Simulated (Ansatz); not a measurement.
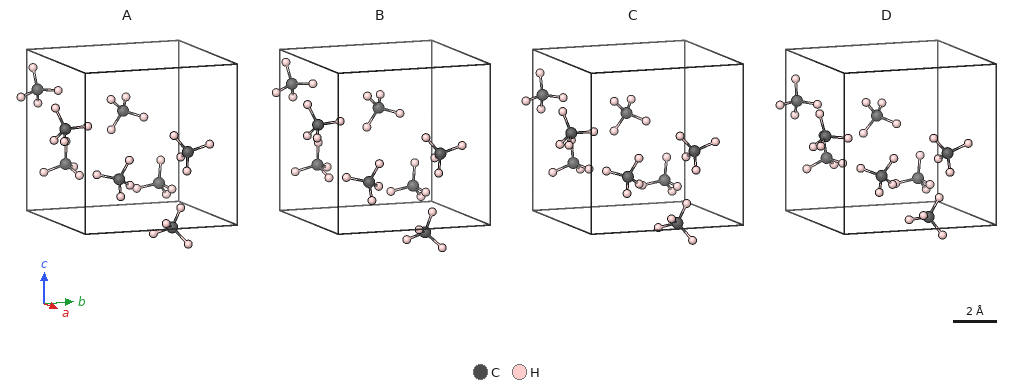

4 geometries from one relaxation of an amorphous cell of composition H₄C, in shuffled order. A ball-and-stick model of the cell of the calculation, seen slightly off an axis.

The cell holds 8 CH4. The run prepares the start of a later molecular dynamics calculation, from a guessed geometry.

Computed with DFT PBE, scalar-relativistic, plane waves, PAW (Ansatz 0.2.0). Set-up: plane-wave cutoff 420 eV; k-point mesh 1 × 1 × 1; occupations fermi dirac; smearing width 0.02 eV; no spin polarisation; atoms relaxed in a fixed cell; force threshold 0.3 eV/Å; at most 15 steps.

Put them in the order of the run, from the start to the converged end.

D, C, A, B. They are steps 0, 2, 4, 7, at +1.755 eV per cell of the calculation, +0.641 eV per cell of the calculation, +0.217 eV per cell of the calculation relative to the last. The atom that moves furthest is an H atom (1.04 Å roughly along [−2 1 3]). By element the largest moves are H 1.04 Å, C 0.88 Å. The lattice vectors keep their values. Among the contacts that change: C–H 1.090 → 1.098 Å. Over 6 accepted moves (7 points after the start) the energy falls by 1.755 eV per cell of the calculation. The largest force component goes from 0.7 to 0.21 eV/Å. 1 step only repeated the SCF at the same geometry. The forces were under the threshold at step 1, but the run went on from there. Cost: 21 s on 1 thread of Arm Neoverse V1, on a shared host, peak memory 0.41 GiB.

Limits of the set-up: the program's low-accuracy preset was used; the periodic images lie only 7.7 Å apart, so the values are limited by the cell's size.
